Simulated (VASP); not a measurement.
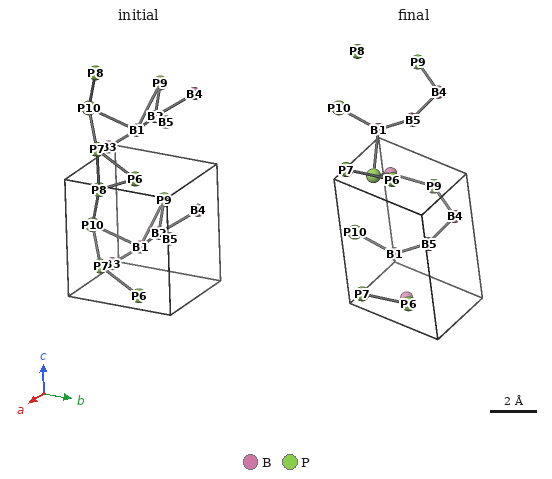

The structure of an amorphous cell of composition BP before (left) and after (right) a relaxation, at one scale.

A ball-and-stick model of the cell of the calculation, reduced to other axes, repeated 1 × 1 × 2 with one cell outlined, seen from a free direction. Lengths and directions refer to the drawn axes.

The run lets cell and atoms move.

These are results of Kohn-Sham DFT of a periodic cell, PBE, VASP PAW PBE potentials, recommended in VASP, not measurements.

The input:
```
PREC = Accurate
ENCUT = 600
EDIFF = 1E-6
ISMEAR = 0
SIGMA = 0.1
LREAL = False
LASPH = True
NELM = 100
ALGO = Normal
ISIF = 3
LWAVE = False
LCHARG = False
GGA = PE
IBRION = 2
NSW = 90
EDIFFG = -0.04
ISYM = 0
```

Launched with:
```bash
cat potpaw_PBE.64/B/POTCAR potpaw_PBE.64/P/POTCAR > POTCAR
mpirun -np 1 vasp_std > vasp.out
```

Q: Summarise the run.

A: The relaxation stopped without meeting its thresholds, so the last structure isn't shown to be converged. Over 89 geometry steps the energy falls by 948 meV per atom. Largest force component: 2.1 eV/Å at the start, 0.041 eV/Å at the end. The pressure goes from −9.88 to 0.00 GPa. The atom that moves furthest relative to the cell is B3 (1.66 Å along [0 2 −3]). Largest moves by element: B 1.66 Å, P 1.26 Å. The drawn cell changes as follows: a 5.079 → 5.247 Å (+3.3 %), b 5.162 → 4.768 Å (−7.6 %), c 5.627 → 5.805 Å (+3.2 %), α 89.9° → 106.5°, β 86.2° → 92.3°, γ 87.1° → 77.7°; the volume changes by −7.5 %. Among the contacts that change: P7–P8 4.768 → 2.915 Å, B5–P7 2.510 → 4.053 Å, B3–P9 3.492 → 2.000 Å, P7–P10 2.390 → 3.797 Å. New bonds form: B1–P8 (3.16 → 2.06 Å), B3–B4 (2.48 → 1.70 Å), B3–P8 (2.81 → 2.01 Å), B4–P9 (2.36 → 1.93 Å). Bond angles that change, for instance: B4–B2–P10 57.7° → 99.6°, P8–P6–P9 60.6° → 102.5°, B4–B5–P10 165.1° → 127.1°.

Limits of the set-up: the periodic images lie only 5.1 Å apart, so the values are limited by the cell's size.
